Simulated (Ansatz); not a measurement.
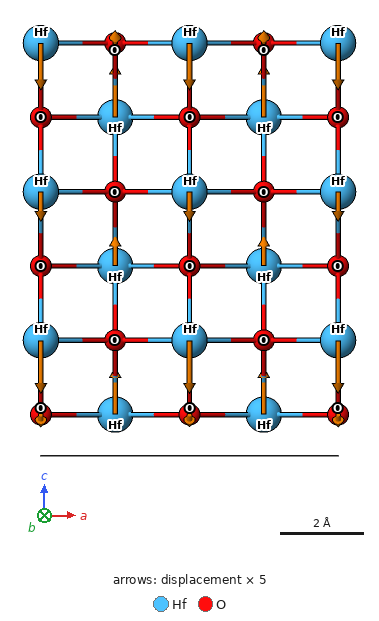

A relaxation of a slab of composition HfO$_{2}$ (cut from the Fm-3m phase). The starting structure is drawn; orange arrows show the displacements, 5 times their true length.

The picture is a ball-and-stick view of the 2 × 1 repeat of the cell, outlined in the plane, without the vacuum (origin shifted), seen along the b axis.

The slab is the (1 1 0) face of HfO2.

Computed with DFT PBE, scalar-relativistic, plane waves, PAW in Ansatz 0.2.0. Settings: plane-wave cutoff 420 eV; k-point mesh 7 × 5 × 1; occupations gaussian; smearing width 0.05 eV; no spin polarisation; dipole correction; atoms relaxed in a fixed cell; force threshold 0.02 eV/Å; at most 60 steps.

> Which element moves most?

Hafnium: up to 0.26 Å, against 0.08 Å for oxygen.

> What did the optimiser do to the structure, and how much energy did it gain?

The energy falls by 1.754 eV per cell of the calculation in 5 geometry steps. The largest force component goes from 4.2 to 0.018 eV/Å. The largest moves relative to the layer's centre, 0.26 Å, are those of Hf atoms. Largest moves by element: Hf 0.26 Å, O 0.08 Å. The cell doesn't change. Among the contacts that change: Hf–Hf 3.605 → 3.385 Å, Hf–O 2.207 → 2.421 Å, Hf–O 2.207 → 2.019 Å, Hf–O 2.207 → 2.358 Å. Bond angles that change, for instance: O–Hf–O 180.0° → 164.6°, O–Hf–O 70.5° → 79.7°, O–Hf–O 109.5° → 117.3°.
